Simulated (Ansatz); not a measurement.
Ga₁₆P₁₆H (cell with a defect)

```yaml
crystal:
  lattice:
    - [-5.50512, 5.50512, -5.50512]
    - [5.50512, -5.50512, -5.50512]
    - [-5.50512, -5.50512, 5.50512]
  atoms:
    - { symbol: Ga, position: [0.00000, 0.25000, 0.75000] }
    - { symbol: Ga, position: [0.75000, 0.25000, 0.00000] }
    - { symbol: Ga, position: [0.50000, 0.24893, 0.24893] }
    - { symbol: Ga, position: [0.25000, 0.00000, 0.75000] }
    - { symbol: Ga, position: [0.24893, 0.24893, 0.50000] }
    - { symbol: Ga, position: [0.99908, 0.99908, 0.99908] }
    - { symbol: Ga, position: [0.75000, 0.00000, 0.25000] }
    - { symbol: Ga, position: [0.50000, 0.75107, 0.75107] }
    - { symbol: Ga, position: [0.50000, 0.00092, 0.50000] }
    - { symbol: Ga, position: [0.25000, 0.75000, 0.00000] }
    - { symbol: Ga, position: [0.00000, 0.75000, 0.25000] }
    - { symbol: Ga, position: [0.75107, 0.50000, 0.75107] }
    - { symbol: Ga, position: [0.75107, 0.75107, 0.50000] }
    - { symbol: Ga, position: [0.50000, 0.50000, 0.00092] }
    - { symbol: Ga, position: [0.24893, 0.50000, 0.24893] }
    - { symbol: Ga, position: [0.00092, 0.50000, 0.50000] }
    - { symbol: P, position: [0.00059, 0.50000, 0.74993] }
    - { symbol: P, position: [0.74993, 0.50000, 0.00059] }
    - { symbol: P, position: [0.50000, 0.50000, 0.25195] }
    - { symbol: P, position: [0.25007, 0.25007, 0.75066] }
    - { symbol: P, position: [0.25195, 0.50000, 0.50000] }
    - { symbol: P, position: [0.99941, 0.24934, 0.99941] }
    - { symbol: P, position: [0.75066, 0.25007, 0.25007] }
    - { symbol: P, position: [0.50000, 0.00059, 0.74993] }
    - { symbol: P, position: [0.50000, 0.25195, 0.50000] }
    - { symbol: P, position: [0.24934, 0.99941, 0.99941] }
    - { symbol: P, position: [0.99941, 0.99941, 0.24934] }
    - { symbol: P, position: [0.74805, 0.74805, 0.74805] }
    - { symbol: P, position: [0.74993, 0.00059, 0.50000] }
    - { symbol: P, position: [0.50000, 0.74993, 0.00059] }
    - { symbol: P, position: [0.25007, 0.75066, 0.25007] }
    - { symbol: P, position: [0.00059, 0.74993, 0.50000] }
    - { symbol: H, position: [0.50000, 0.50000, 0.50000] }
```

Spin-polarised.

Computed with DFT PBE, scalar-relativistic, plane waves, PAW (Ansatz).

The density is the valence pseudo-density of a PAW calculation; it isn't the true density close to the nuclei.

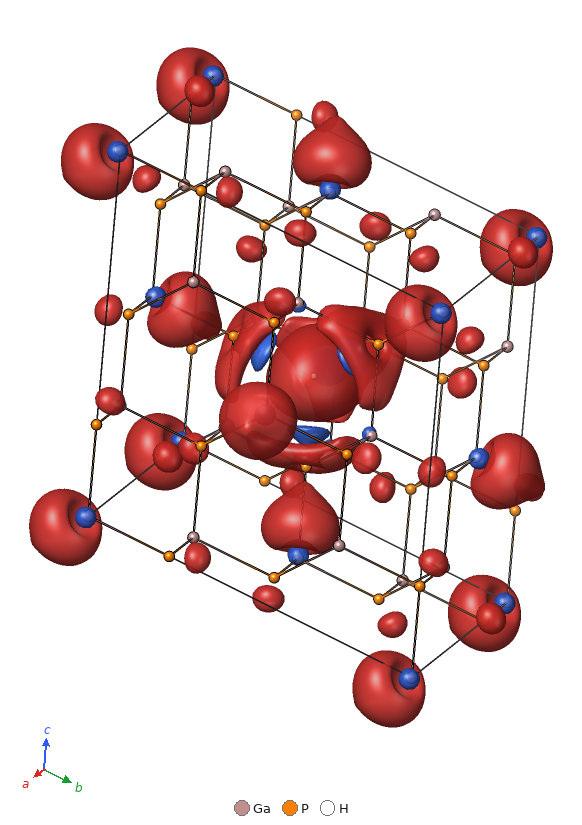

Figure 1. Isosurfaces of the spin density (up minus down) at +0.004 (red) and −0.004 e/Å³ (blue), seen slightly off an axis. Sticks mark near contacts.

> Describe the spin distribution.

The spin density sits on H: +0.5 μB in one cell of 33 atoms: with much of the spin spread outside that site. The cell of the calculation (33 atoms) carries 1.0 μB of net spin moment.

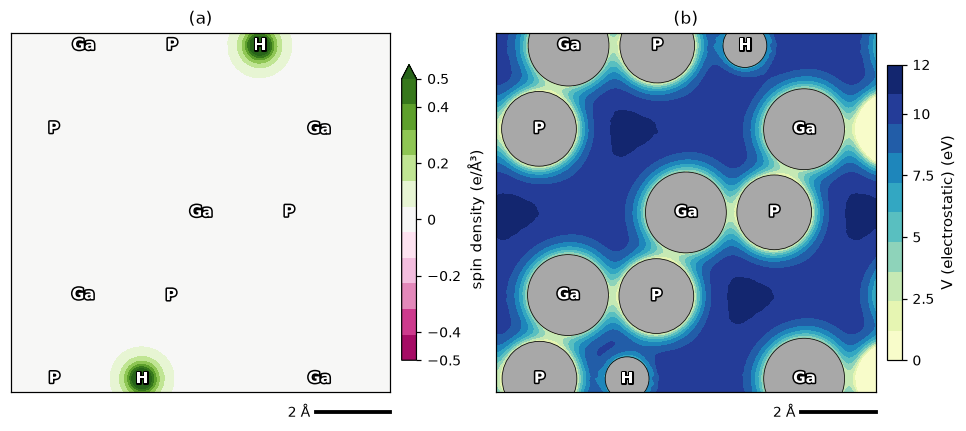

Figure 2. (a) magnetisation density (up minus down); (b) electrostatic potential energy of an electron on the (101̄) plane of the calculation cell. Grey discs cover the atomic cores in the potential map.

> Read the bonding off the picture.

Atoms in the plane: Ga, P and H.

Outside the cores the potential energy rises away from the atoms and is highest about 2.2 Å from the nearest atoms; its zero is arbitrary.

> Metal or insulator at this level of theory?

It is gapped, with a Kohn–Sham gap of 0.57 eV on the k-point mesh, an upper bound to the gap of this method.
